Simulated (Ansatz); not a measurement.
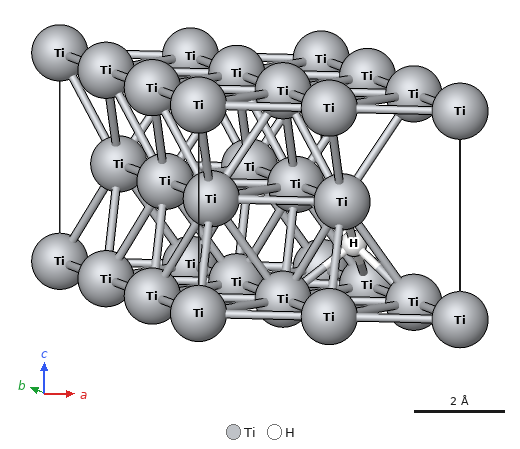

This is the input geometry for a relaxation of a defect cell of composition Ti$_{12}$H. A ball-and-stick model of the cell of the calculation, seen slightly off an axis.

It is an interstitial H in hcp Ti. The run prepares an end point of a later path (interstitial hop) calculation, from a guessed geometry.

Level of theory: DFT PBE-D3(BJ), scalar-relativistic, plane waves, PAW (Ansatz 0.2.0).

Input file:
```yaml
crystal:
  lattice:
    - [5.9, 0.0, 0.0]
    - [-4.425, 7.664325, 0.0]
    - [0.0, 0.0, 4.6846]
  atoms:
    - { symbol: Ti, position: [0.0, 0.0, 0.0] }
    - { symbol: Ti, position: [0.1666667, 0.2222222, 0.5] }
    - { symbol: Ti, position: [0.0, 0.3333333, 0.0] }
    - { symbol: Ti, position: [0.1666667, 0.5555556, 0.5] }
    - { symbol: Ti, position: [0.0, 0.6666667, 0.0] }
    - { symbol: Ti, position: [0.1666667, 0.8888889, 0.5] }
    - { symbol: Ti, position: [0.5, 0.0, 0.0] }
    - { symbol: Ti, position: [0.6666667, 0.2222222, 0.5] }
    - { symbol: Ti, position: [0.5, 0.3333333, 0.0] }
    - { symbol: Ti, position: [0.6666667, 0.5555556, 0.5] }
    - { symbol: Ti, position: [0.5, 0.6666667, 0.0] }
    - { symbol: Ti, position: [0.6666667, 0.8888889, 0.5] }
    - { symbol: H, position: [0.8309054, 0.4459535, 0.2489252] }
basis:
  ecutwfc: 420.0
kpoints:
  mp_grid: { grid: [3, 2, 4] }
hamiltonian:
  xc: pbe
  dispersion: d3bj
scf:
  occupations: { method: gaussian, width: 0.05 }
  lower_state_search: "off"
relax:
  f_tol: 0.03
  max_steps: 60
  adjacent_minimum: "off"
output:
  write_density: true
  write_potential: true
  elf: true
  volumetric_format: npy
```

Launched with:
```bash
ansatz run input.yaml --threads 4 --pin off --max-ram 10240MiB --backend cpu --events-out ev --progress --plain --runs-dir out
```

What does the optimiser find from here?

Ti10 moves most: 0.047 Å along [−2 1 0]. Largest moves by element: Ti 0.047 Å, H 0.020 Å. The cell stays as it was. Among the contacts that change: Ti3–Ti9 2.950 → 3.025 Å, Ti3–Ti9 (another image) 2.950 → 2.875 Å, Ti4–Ti10 2.950 → 3.025 Å, Ti4–Ti10 (another image) 2.950 → 2.875 Å. The energy falls by 55.6 meV per cell of the calculation in 3 geometry steps. The largest force component goes from 0.37 to 0.021 eV/Å.

Step by step:

| step | E − E(0), meV/atom | largest force component, eV/Å |
| --- | --- | --- |
| 0 | 0.00 | 0.3690 |
| 1 | -0.57 | 0.4378 |
| 2 | -4.20 | 0.0342 |
| 3 | -4.27 | 0.0212 |

Final geometry:

```
Ti H
1.0
     5.90000    0.00000    0.00000
    -4.42500    7.66432    0.00000
     0.00000    0.00000    4.68460
Ti H
12 1
Direct
  0.00095 0.00027 0.99539
  0.16360 0.21906 0.49950
  0.00543 0.33117 0.99876
  0.17404 0.55832 0.50425
  0.00308 0.67091 0.00454
  0.16716 0.88977 0.50319
  0.49918 0.99935 0.99683
  0.66315 0.21810 0.49551
  0.49238 0.33081 0.99562
  0.66105 0.55790 0.50074
  0.50274 0.67006 0.00021
  0.66535 0.88884 0.50453
  0.83279 0.44473 0.24986
```

Limits of the set-up: the periodic images lie only 4.7 Å apart, so the values are limited by the cell's size.
